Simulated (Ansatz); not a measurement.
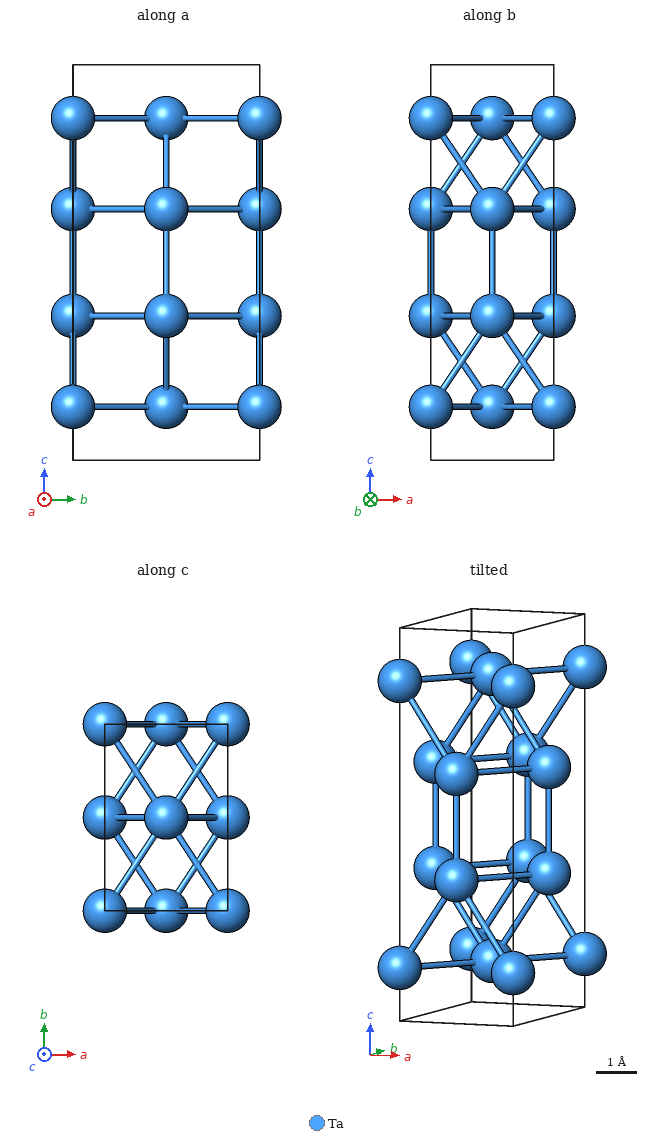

A ball-and-stick rendering, viewed along the a axis, along the b axis, along the c axis and slightly off an axis. The conventional unit cell is outlined; an atom on or near a face, edge or corner is repeated at each equivalent position.

Lattice parameters: a = 3.111 Å, b = 4.732 Å, c = 10.030 Å, α = 90.00°, β = 90.00°, γ = 90.00°. Put a along x and b in the xy plane.

> Reconstruct the structure as a POSCAR file, with free fractional coordinates to two decimals.

```
Ta
1.0
     3.111    0.000    0.000
     0.000    4.732    0.000
     0.000    0.000   10.030
Ta
8
Direct
  0.50 0.00 0.36
  0.00 0.00 0.14
  0.50 0.50 0.86
  0.00 0.50 0.64
  0.00 0.00 0.86
  0.50 0.00 0.64
  0.00 0.50 0.36
  0.50 0.50 0.14
```

The initial geometry was a structure type filled with this element by a generator (whether the element takes this form wasn't checked). Atoms and cell were optimised with DFT PBEsol, scalar-relativistic, plane waves, PAW (Ansatz 0.2.0).
